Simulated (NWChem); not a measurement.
# One shape, several levels: C3H9N (SMILES CCCN)

Aim: a comparison of 4 runs (HF/STO-3G, HF/3-21G, B3LYP/6-31G*) of C3H9N. 

Program for the calculation: NWChem 7.3.0.

69 further runs of the same task are left out: 69 set aside as unsound or not needed.

### 1 The molecule

C3H9N: 13 atoms, total charge 0, spin state singlet. SMILES: `CCCN`. The N4–H13 distance was set to 1.518 Å, away from the relaxed value. At this shape a bond of the SMILES string is far longer than usual.

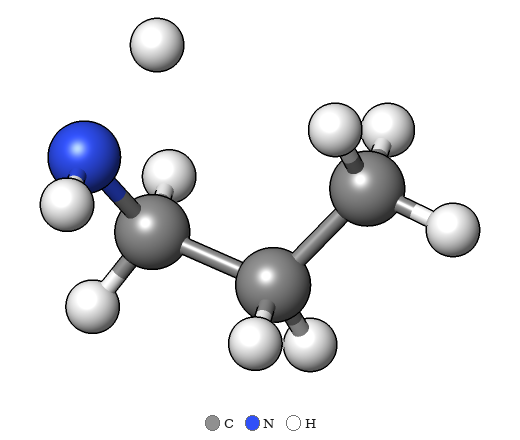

Viewed from a chosen angle; carbon grey, nitrogen blue, hydrogen white.

### 2 A single-point energy at HF/STO-3G (run 1)

Contents of c3h9n.nw:

```
echo
start c3h9n
title "C3H9N"
memory 2200 mb

geometry units angstroms noautosym nocenter noautoz
  C       -1.080434      -0.180121       0.431846
  C       -0.000834      -1.190621       0.085146
  C        1.396566      -0.584221      -0.010254
  N        1.601466       0.420579      -1.039354
  H       -2.061534      -0.653421       0.510246
  H       -0.869734       0.307379       1.388646
  H       -1.159434       0.601279      -0.328854
  H       -0.242234      -1.679521      -0.866754
  H        0.014866      -1.984621       0.840746
  H        1.659166      -0.131621       0.952746
  H        2.124266      -1.385021      -0.175854
  H        1.363666       0.049479      -1.951654
  H        0.709100       1.626300      -0.805800
end

basis spherical bse
  * library STO-3G
end

scf
  thresh 1e-08
  maxiter 80
  noprint "final vectors analysis"
end

task scf
```

Command:

```sh
$ nwchem c3h9n.nw > c3h9n.out
```

The log of the run:

```text
[...]
  functions       =    29
[...]
  wavefunction    = RHF
[...]
         Total SCF energy =   -171.073542844175
      One-electron energy =   -493.000813650757
      Two-electron energy =    189.974916593338
 Nuclear repulsion energy =    131.952354213245
        Time for solution =      3.1s
[...]
```

It took 4.2 s on 1 thread of Intel Xeon Platinum 8259CL at 2.50GHz (Skylake/Cascade Lake), shared host; peak memory 0.1 GiB.

### 3 A single-point energy at HF/3-21G (run 2)

Contents of run.py:

```python
from ase import Atoms
from ase.calculators.nwchem import NWChem

system = Atoms(['C', 'C', 'C', 'N', 'H', 'H', 'H', 'H', 'H', 'H', 'H', 'H', 'H'], positions=[
    [-1.080434, -0.180121, 0.431846],
    [-0.000834, -1.190621, 0.085146],
    [1.396566, -0.584221, -0.010254],
    [1.601466, 0.420579, -1.039354],
    [-2.061534, -0.653421, 0.510246],
    [-0.869734, 0.307379, 1.388646],
    [-1.159434, 0.601279, -0.328854],
    [-0.242234, -1.679521, -0.866754],
    [0.014866, -1.984621, 0.840746],
    [1.659166, -0.131621, 0.952746],
    [2.124266, -1.385021, -0.175854],
    [1.363666, 0.049479, -1.951654],
    [0.709100, 1.626300, -0.805800],
])

calc = NWChem(
    label='mol',
    theory='scf',
    memory='2200 mb',
    basis='3-21G',
    basispar='spherical bse',
    scf={'nopen': '0', 'rhf': None, 'thresh': '1e-08', 'maxiter': '80'},
    task='energy',
)
system.calc = calc

e = system.get_potential_energy()
print(f"E = {e:.6f} eV")
print("dipole (e A):", system.get_dipole_moment().round(4))
```

Command:

```sh
$ export ASE_NWCHEM_COMMAND="nwchem PREFIX.nwi > PREFIX.nwo"
$ python run.py
```

The log of the run:

```text
E = -4686.600489 eV
dipole (e A): [-0.2937 -0.1971 -0.0012]
```

The calculator wrote mol.nwi:

```
title "mol"

permanent_dir mol

scratch_dir mol

start mol

geometry units angstrom nocenter noautosym noautoz
  C  -1.0804339999999999e+00 -1.8012100000000000e-01 4.3184600000000001e-01
  C  -8.3400000000000000e-04 -1.1906209999999999e+00 8.5145999999999999e-02
  C  1.3965660000000000e+00 -5.8422099999999999e-01 -1.0253999999999999e-02
  N  1.6014660000000001e+00 4.2057899999999998e-01 -1.0393539999999999e+00
  H  -2.0615340000000000e+00 -6.5342100000000003e-01 5.1024599999999998e-01
  H  -8.6973400000000001e-01 3.0737900000000001e-01 1.3886460000000000e+00
  H  -1.1594340000000001e+00 6.0127900000000001e-01 -3.2885399999999998e-01
  H  -2.4223400000000000e-01 -1.6795210000000000e+00 -8.6675400000000002e-01
  H  1.4866000000000001e-02 -1.9846210000000000e+00 8.4074599999999999e-01
  H  1.6591659999999999e+00 -1.3162099999999999e-01 9.5274599999999998e-01
  H  2.1242660000000000e+00 -1.3850210000000001e+00 -1.7585400000000001e-01
  H  1.3636660000000000e+00 4.9479000000000002e-02 -1.9516540000000000e+00
  H  7.0909999999999995e-01 1.6263000000000001e+00 -8.0579999999999996e-01
end

memory 2200 mb

basis spherical bse noprint
   * library 3-21G
end

scf
  nopen 0
  rhf
  thresh 1e-08
  maxiter 80
end

task scf energy
```

mol.nwo:

```text
Northwest Computational Chemistry Package (NWChem) 7.3.0
             --------------------------------------------------------

           Job information
           ---------------

    nwchem branch   = 7.3.0
    use scalapack   = T
    input           = mol.nwi
    prefix          = mol.
    data base       = mol/mol.db
    status          = startup
    nproc           =        1

           Memory information
           ------------------

[... 5 lines left out ...]
    hardfail = no
[... 140 lines left out ...]
         Quadratically convergent ROHF
[... 15 lines left out ...]
       Final RHF  results
[... 4 lines left out ...]
      Two-electron energy =    188.986397656209
[... 36 lines left out ...]
                       ROHF Final Molecular Orbital Analysis
[... 211 lines left out ...]
       Multipole analysis of the density wrt the origin
       ------------------------------------------------

     L   x y z        total         open         nuclear
     -   - - -        -----         ----         -------
     0   0 0 0     -0.000000      0.000000     34.000000

     1   1 0 0     -0.554969      0.000000     27.665925
[... 8 lines of this table left out ...]
     2   0 0 2    -19.441861      0.000000     63.838986

 Task  times  cpu:        5.5s     wall:        5.5s
 Total times  cpu:        5.5s     wall:        5.5s
```

Run time: 6.9 s. Hardware: 1 thread of Intel Xeon Platinum 8259CL at 2.50GHz (Skylake/Cascade Lake), shared host; peak memory 0.1 GiB.

Run 3 isn't shown in full; the table further down has it.

### 4 A single-point energy at B3LYP/6-31G(d) (Cartesian functions) (run 4)

Contents of job.nw:

```
start job
title "C3H9N B3LYP"
memory 2200 mb
charge 0

geometry units angstrom noautosym nocenter noautoz
  C     -1.080434    -0.180121     0.431846
  C     -0.000834    -1.190621     0.085146
  C      1.396566    -0.584221    -0.010254
  N      1.601466     0.420579    -1.039354
  H     -2.061534    -0.653421     0.510246
  H     -0.869734     0.307379     1.388646
  H     -1.159434     0.601279    -0.328854
  H     -0.242234    -1.679521    -0.866754
  H      0.014866    -1.984621     0.840746
  H      1.659166    -0.131621     0.952746
  H      2.124266    -1.385021    -0.175854
  H      1.363666     0.049479    -1.951654
  H      0.709100     1.626300    -0.805800
end

basis
  C library 6-31G*
  N library 6-31G*
  H library 6-31G*
end

dft
  xc b3lyp
  grid xfine
  convergence energy 1e-08
  iterations 100
  mulliken
end

task dft
```

Command:

```sh
$ nwchem job.nw > job.out
```

The log of the run:

```text
[...]
          Wavefunction type:  closed shell.
          No. of atoms     :    13
          No. of electrons :    34
[...]
          Charge           :     0
          Spin multiplicity:     1
[...]
          AO basis - number of functions:    78
[...]
              XC Information
              --------------
                         B3LYP Method XC Potential
                     Hartree-Fock (Exact) Exchange  0.200
                        Slater Exchange Functional  0.800 local
                    Becke 1988 Exchange Functional  0.720 non-local
              Lee-Yang-Parr Correlation Functional  0.810
                  VWN I RPA Correlation Functional  0.190 local
[...]
 d= 0,ls=0.0,diis     1   -174.3493949032 -3.06D+02  1.07D-02  4.99D-01     9.3
[...]
 d= 0,ls=0.0,diis    10   -174.4056703942 -1.50D-09  6.10D-07  1.07D-09    81.1
         Total DFT energy =     -174.405670394195
      One electron energy =     -495.105548867432
           Coulomb energy =      215.197435480063
    Exchange-Corr. energy =      -26.449911220071
 Nuclear repulsion energy =      131.952354213245
[...]
      Total Density - Mulliken Population Analysis
     ---------------------------------------------
    Atom       Charge   Shell Charges
 -----------   ------   -------------------------------------------------------
    1 C    6     6.44   1.99  0.68  2.13  0.63  0.98  0.03
    2 C    6     6.25   1.99  0.68  2.11  0.58  0.86  0.03
    3 C    6     6.12   1.99  0.69  2.09  0.55  0.77  0.04
    4 N    7     7.60   1.99  0.81  2.34  0.97  1.49  0.00
    5 H    1     0.85   0.53  0.33
    6 H    1     0.86   0.53  0.33
    7 H    1     0.87   0.53  0.34
    8 H    1     0.88   0.53  0.34
    9 H    1     0.87   0.53  0.34
   10 H    1     0.86   0.53  0.32
[...]
```

Wall time 82 s (1 thread of Intel Xeon Platinum 8259CL at 2.50GHz (Skylake/Cascade Lake), shared host); peak memory 0.16 GiB.

### 5 All runs side by side

```csv
run,level,iteration cap,module,energy (Eh),dipole moment (D),wall time
1,HF/STO-3G,80,scf,-171.073543,1.50,4.2 s
2,HF/3-21G,80,scf,-172.229393,1.70,6.9 s
3,B3LYP/6-31G* (spherical functions),100,dft,-174.402327,1.39,65 s
4,B3LYP/6-31G* (Cartesian functions),100,dft,-174.405670,1.40,82 s
```

### 6 Outcome

```
            quantity          value
 run 4: total energy  -174.40567 Eh
run 4: dipole moment         1.40 D
  run 4: HOMO energy       -6.21 eV
  run 4: LUMO energy       -0.62 eV
run 4: HOMO–LUMO gap        5.59 eV
```

What this shows: The dipole moment (its size) runs from 1.39 D (B3LYP/6-31G*) to 1.70 D (HF/3-21G). The two ends differ in method and basis. Over runs 2, 3, 4 the HOMO–LUMO gap runs from 5.59 eV (B3LYP/6-31G*) to 14.17 eV (HF/3-21G). In run 1 the basis is minimal, so the values are rough. All runs together took 2.6 min, the longest 82 s.
